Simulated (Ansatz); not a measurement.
**SrTiO₃: density, localisation and related maps**

```
Sr Ti O
1.0
     3.89112   -3.89112    0.00000
     0.00000    0.00000    7.78224
    -3.89112   -3.89112    0.00000
Sr Ti O
4 4 12
Direct
  0.00000 0.75000 0.00000
  0.50000 0.25000 0.50000
  0.50000 0.75000 0.50000
  0.00000 0.25000 0.00000
  0.00000 0.50000 0.50000
  0.50000 0.00000 0.00000
  0.50000 0.50000 0.00000
  0.00000 0.00000 0.50000
  0.75000 0.50886 0.75000
  0.25000 0.00886 0.25000
  0.75000 0.99114 0.75000
  0.25000 0.49114 0.25000
  0.25000 0.99114 0.75000
  0.75000 0.49114 0.25000
  0.25000 0.50886 0.75000
  0.75000 0.00886 0.25000
  0.50000 0.75000 0.01772
  0.00000 0.25000 0.51772
  0.00000 0.75000 0.48228
  0.50000 0.25000 0.98228
```

Space group Imma; computed without spin polarisation.

These are results of Ansatz, DFT PBEsol, scalar-relativistic, plane waves, PAW, not measurements.

The density is the valence pseudo-density of a PAW calculation; it isn't the true density close to the nuclei.

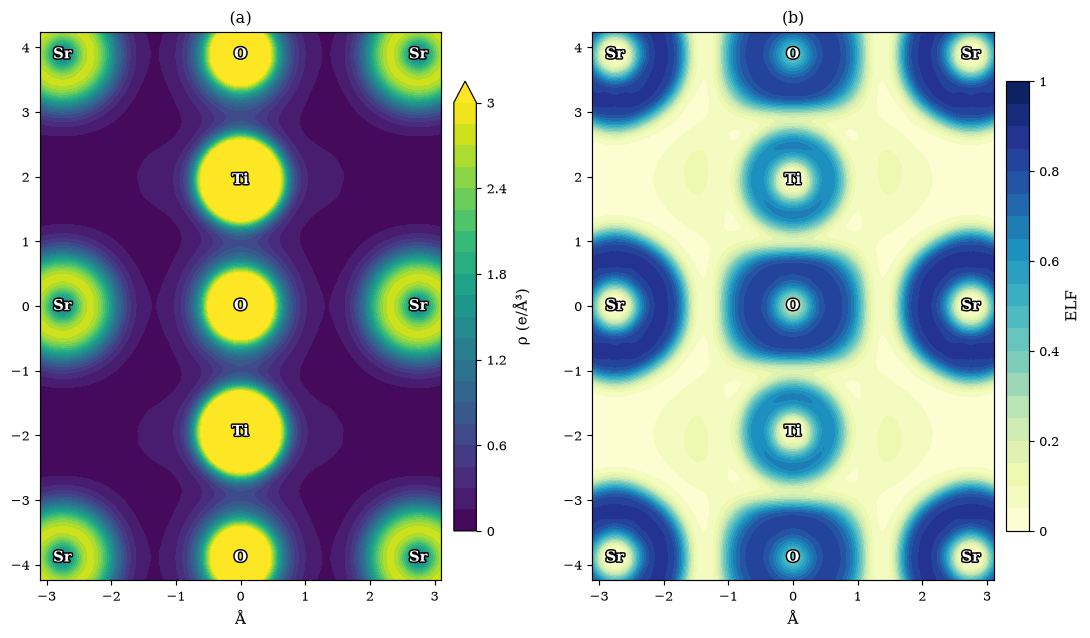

Figure 1. (a) valence pseudo-density; (b) electron localisation function on the (001) plane of the conventional cell.

### What do the fields say about this system?

Atoms in the plane: Sr, Ti and O.
Ti–O (1.95 Å): ρ at the midpoint is about 0.72 e/Å³; the ELF peaks at about 0.80 in the valence shell of O, 0.6 Å from its nucleus, and is about 0.20 at the midpoint; no shared electron pair shows on this line.
Sr–O (2.75 Å): the density is about 0.15 e/Å³ at the midpoint; the ELF is about 0.05 at the midpoint; a largely ionic contact.
Between the atoms the lowest density in this plane is 0.04 e/Å³.
The features right at Sr and Ti lie inside the PAW spheres, where the map follows smoothed inner orbitals and isn't to be read closely.

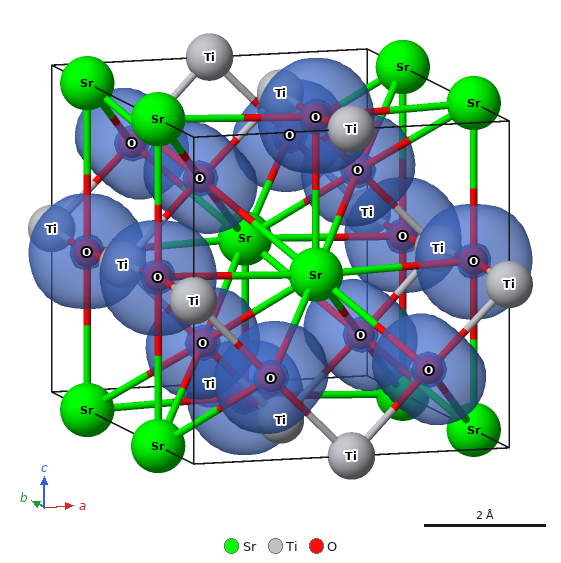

Figure 2. Isosurface of the electron localisation function at 0.6 (blue), seen at an oblique angle. Core shells and regions of very low density are left out. Sticks mark near contacts.

### Describe the localisation domains.

At this value the surface marks out twelve regions wrapped around O (the valence shell of each), counted in one cell of 20 atoms. Regions shared between cells count once. Along the contacts the grid gives the following. Sr–O (2.65 Å): the ELF is about 0.05 at the midpoint: an ionic contact with no shared pair.

### Metal or insulator at this level of theory?

It is gapped, with a Kohn–Sham gap of 1.9 eV on the k-point mesh, an upper bound to the gap of this method.
